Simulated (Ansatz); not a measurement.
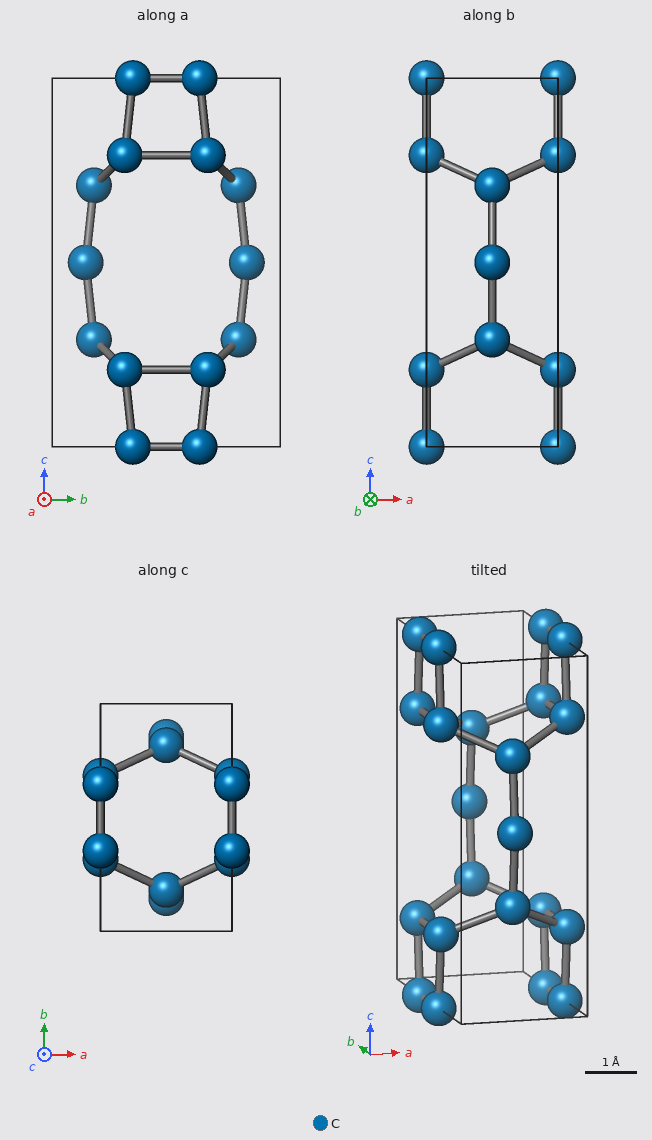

The image is a ball-and-stick drawing of a crystal, viewed along the a axis, along the b axis, along the c axis and slightly off an axis. The parallelepiped is the conventional unit cell.

Lattice parameters: a = 2.5992 Å, b = 4.5053 Å, c = 7.2913 Å, α = 90.000°, β = 90.000°, γ = 90.000°.

Question: Turn the picture into a CIF with its space group and independent sites, with free fractional coordinates to two decimals.

Answer:
```cif
data_structure
_symmetry_space_group_name_H-M 'I m m m'
_symmetry_Int_Tables_number 71
_cell_length_a 2.5992
_cell_length_b 4.5053
_cell_length_c 7.2913
_cell_angle_alpha 90.000
_cell_angle_beta 90.000
_cell_angle_gamma 90.000
_cell_volume 85.38
loop_
_atom_site_label
_atom_site_type_symbol
_atom_site_symmetry_multiplicity
_atom_site_Wyckoff_symbol
_atom_site_fract_x
_atom_site_fract_y
_atom_site_fract_z
_atom_site_occupancy
C1 C 4 g 0.00 0.35 0.00 1
C2 C 8 l 0.00 0.68 0.21 1
```

Provenance: a structure type filled with this element by a generator (whether the element takes this form wasn't checked). Earlier steps of the study may have refined or changed the cell and positions. A calculation with Ansatz used it as input.
